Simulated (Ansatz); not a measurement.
# Sn: single-point calculation

Sn (1 atom in the cell), computed with DFT, PBE, plane waves, PAW, no spin polarisation (Ansatz 0.2.0).

The structure derives from an entry of the Crystallography Open Database. Some settings of this run were made unusual or wrong on purpose.

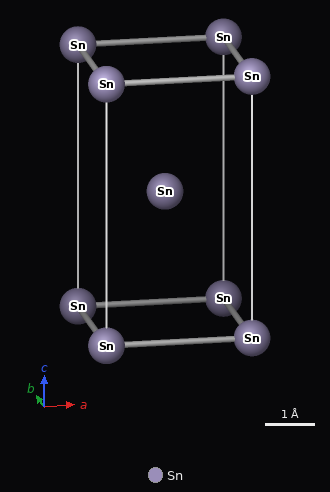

Fig. 1: The structure as given in the input (ball-and-stick view of the cell 2 times as large as that of the calculation, set on its symmetry axes, seen slightly off an axis). Near neighbours in the crystal (not all of them lie inside the picture): Sn has 4 Sn at 3.09 Å.

### The input
```yaml
crystal:
  lattice:
    - [-1.5430275, 1.5430275, 2.8281805]
    - [1.5430275, -1.5430275, 2.8281805]
    - [1.5430275, 1.5430275, -2.8281805]
  atoms:
    - { symbol: Sn, position: [0.0, 0.0, 0.0] }
basis:
  ecutwfc: 420
  ecutrho_ratio: 1
kpoints:
  mp_grid: { grid: [20, 20, 20] }
hamiltonian:
  xc: pbe
scf:
  occupations: { method: gaussian, width: 0.15 }
  max_iter: 75
output:
  forces: true
  eigenvalues: true
  stress: true
```

Launched with:
```bash
ansatz run input.yaml --threads 1 --pin off --max-ram 2560MiB --backend cpu --events-out ev --progress --plain --runs-dir out
```

### What the program printed
```
Warning: basis.ecutrho_ratio = 1 (ecutrho = 420 eV) is below the records' recommended 1680 eV
settings of this run that can trade accuracy for cost: basis.ecutrho_ratio < 4. Do not mix this run's numbers with those of runs without the same settings; the input reference describes each key
Engine: ansatz 0.2.0, x86_64-unknown-linux-gnu
Pseudopotentials: kind: paw
Pseudopotential: Sn, paw, valence charge 14, recommended cutoff 420 eV (normal), Sn.paw.azcp
Functional definition: PBE
  parameter kappa = 0.804
  parameter beta = 0.06672455060314922
  exchange = pbe_x(kappa = kappa, mu = beta*pi^2/3)
  correlation = pbe_c(beta = beta)
Crystal: 1 atoms, lattice volume = 26.935 Å³
Basis set: ecut = 420 eV, 509 PW (Γ), exchange–correlation on 36×36×36 points (8 copies of the dense FFT grid, shifted against one another)
Bands: 11, of which v1, the nominal top of the filled ones, is band 7 counted from 1 (6 counted from 0)
Symmetry: 16 space group operations
Space group: I4/mmm (ITA 139), of the structure as read, at distance tolerance 3.0e-5 Å
k-points: 641 of 8000
Non-local potential: Sn, projectors of the file, l = 0: 2, l = 1: 2, l = 2: 2, l = 3: 2
PAW form: soft (Blöchl's): semilocal exchange-correlation on the pseudo side does not see the compensation charge
PAW one-centre angular grid: Sn, 590 points (default); XC on 64 Gauss nodes
Initial density: superposition of atomic densities (neutral atoms: chi_scale 0, normalization atom), corrected by the library's trained network
Initial wavefunctions: pseudopotential atomic-orbital guess
Functional: x = pbe(κ = 0.804, μ = 0.2195149727645171), c = pbe(β = 0.06672455060314922)
SCF iter   1: F=—  HF=-6024.135779 eV  |F-HF|=—  |Δ(HF+E_count)|=         —  Δρ=1.06e-3  dr2=2.65e-4  ethr=1.77e-3  ⟨swp⟩=5.0  Hψ=41272  notcnv=0
preconditioner: auto → Kerker (q_TF=auto, 2.446 Å⁻¹)  [metal: Δε(μ)=0.008 eV  Ē_g=23.270 eV  σ=0.150 eV  W_gap=0.03  n_scr=10 (ndim 8)  ℏωp=26.8 eV  f_vac=0.000  D(μ)=0.56/eV (n_scr^D=0)]
SCF iter   2: F=—  HF=-6024.135404 eV  |F-HF|=—  |Δ(HF+E_count)|=   3.75e-4  Δρ=7.74e-4  dr2=1.22e-4  ethr=1.90e-6  ⟨swp⟩=2.0  Hψ=15903  notcnv=0
SCF iter   3: F=—  HF=-6024.135406 eV  |F-HF|=—  |Δ(HF+E_count)|=   2.63e-6  Δρ=3.08e-4  dr2=2.55e-5  ethr=8.75e-7  ⟨swp⟩=2.1  Hψ=11433  notcnv=0
SCF iter   4: F=—  HF=-6024.135418 eV  |F-HF|=—  |Δ(HF+E_count)|=   1.22e-5  Δρ=1.36e-4  dr2=2.81e-6  ethr=1.82e-7  ⟨swp⟩=2.9  Hψ=11125  notcnv=0
SCF iter   5: F=—  HF=-6024.135416 eV  |F-HF|=—  |Δ(HF+E_count)|=   2.20e-6  Δρ=2.45e-5  dr2=1.02e-7  ethr=2.00e-8  ⟨swp⟩=2.0  Hψ=11082  notcnv=0
SCF iter   6: F=-6024.135416 eV  HF=-6024.135416 eV  |F-HF|=1.17e-9  |Δ(HF+E_count)|=   6.49e-8  Δρ=2.58e-6  dr2=1.29e-9  ethr=7.14e-10  ⟨swp⟩=5.7  Hψ=31887  notcnv=0
SCF 1 converged in 6 iterations: F = -6024.135416 eV  dr2 = 1.29e-9
  greatest PAW one-centre occupation: 0.992 electrons in one spin orbital (limit 2), on the Sn atom at site 0 (counted from 0), in its partial waves of l = 2
```

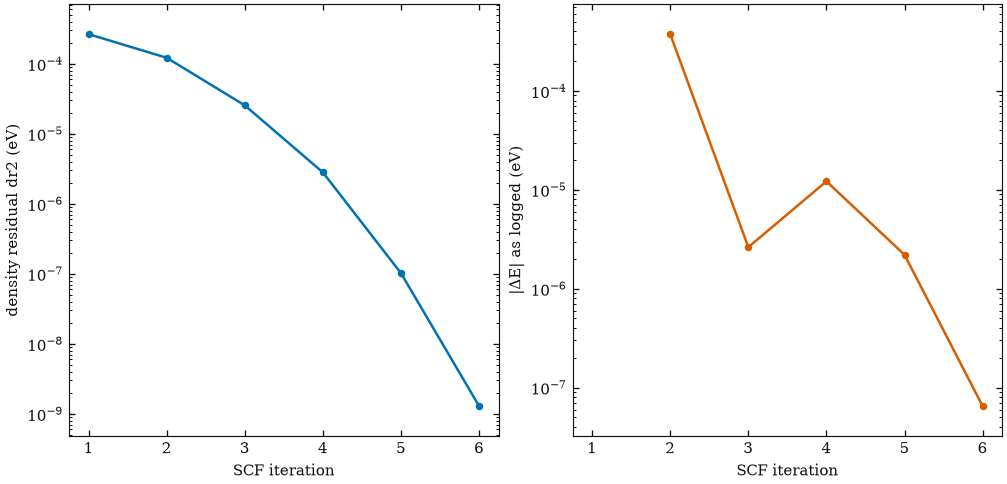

Fig. 2: Convergence of the self-consistent field: density residual dr2 and size of the energy change against the SCF iteration. The residual falls at every step.

```
SCF converged after 6 iterations
Free energy (F): -6024.135416 eV
Harris-Foulkes:  -6024.135416 eV  (|F-HF|=1.17e-9)
Internal energy: -6024.129101 eV  (E = F + TS)
E sigma→0 (E₀):  -6024.132259 eV
Entropy (-TS):   -0.006315 eV (-6.315 meV/atom)
Fermi energy:    11.046694 eV
--- Per-component energies (eV) ---
  E_band       = -79.459514
  E_kinetic    = 186.521203
  E_local      = -825.465184  (includes V_loc(G=0)·N_el)
  E_nonlocal   = -32.692968
  E_hartree    = 520.940129
  E_xc         = -383.062532
  E_vxc        = -96.568251  (∫ρ·V_xc dr)
  E_paw        = -4134.968017  (= ΣΔE_a)
  E_vpaw       = -353.122001  (= ΣTr[D̂ρ^β])
  E_aug_tail   = -0.011342  (compensation charges beyond the density's cutoff)
  E_ewald      = -1355.390388
  E_smearing   = -0.006315  (= −TS)
  E_closure    = 0.000000  (closes the sum)
  Σ components = -6024.135416   (vs F -6024.135416, Δ=0.00e0)
--- Forces (eV/Å), atoms counted from 1 ---
  atom   1  Sn     0.00000000     0.00000000     0.00000000
  max |Σ_I F_I| component: 3.88e-26 eV/Å
--- Stress (GPa, compression-positive) ---
        3.676340       0.000000       0.000000
        0.000000       3.676340      -0.000000
        0.000000       0.000000      -0.570587
  P = ⅓ Tr σ = 2.2607 GPa (22.607 kbar)
--- Band table (eV; the first three rows and the last of 641) ---
  k-point 0: bands = ["-10.7202", "-10.6010", "-10.4925", "-10.4925", "-10.3883", "-0.1990", "17.4375", "19.0197", "19.0197", "22.1736", "22.3549"]
  k-point 1: bands = ["-10.7097", "-10.5966", "-10.4957", "-10.4923", "-10.3928", "-0.1166", "17.3656", "18.4355", "18.6732", "21.6569", "22.0924"]
  k-point 2: bands = ["-10.6789", "-10.5837", "-10.5050", "-10.4918", "-10.4059", "0.1308", "17.1081", "17.2873", "17.8624", "20.6195", "21.4612"]
  k-point 640: bands = ["-10.7543", "-10.6210", "-10.4082", "-10.4082", "-10.3713", "3.6015", "6.3187", "15.6001", "15.6001", "18.8994", "19.4094"]
settings of this run that can trade accuracy for cost: basis.ecutrho_ratio < 4. Do not mix this run's numbers with those of runs without the same settings; the input reference describes each key
```

### Outcome

- outcome: converged
- space group (tolerance 0.01 Å): I4/mmm (139)
- electrons treated: 14
- free energy: −6024.1354 eV
- Fermi energy: 11.047 eV
- gap on the k-point mesh: none (metallic)
- pressure: 2.26 GPa
- largest force (length of the vector): under 0.001 eV/Å
- hardware: 1 thread of Intel Xeon @ 2.50GHz (Skylake/Cascade Lake), 192 GiB of memory available, shared host
- wall time: 18 s
- peak memory: 0.56 GiB

### Diagnosis

The input was spoiled on purpose: a density cutoff under the waves' (`basis.ecutrho_ratio`). The density grid cannot represent the products of the waves. The program still converged, but the numbers can't be taken as results for the intended system. The program warns: the cutoff is below the recommended one.
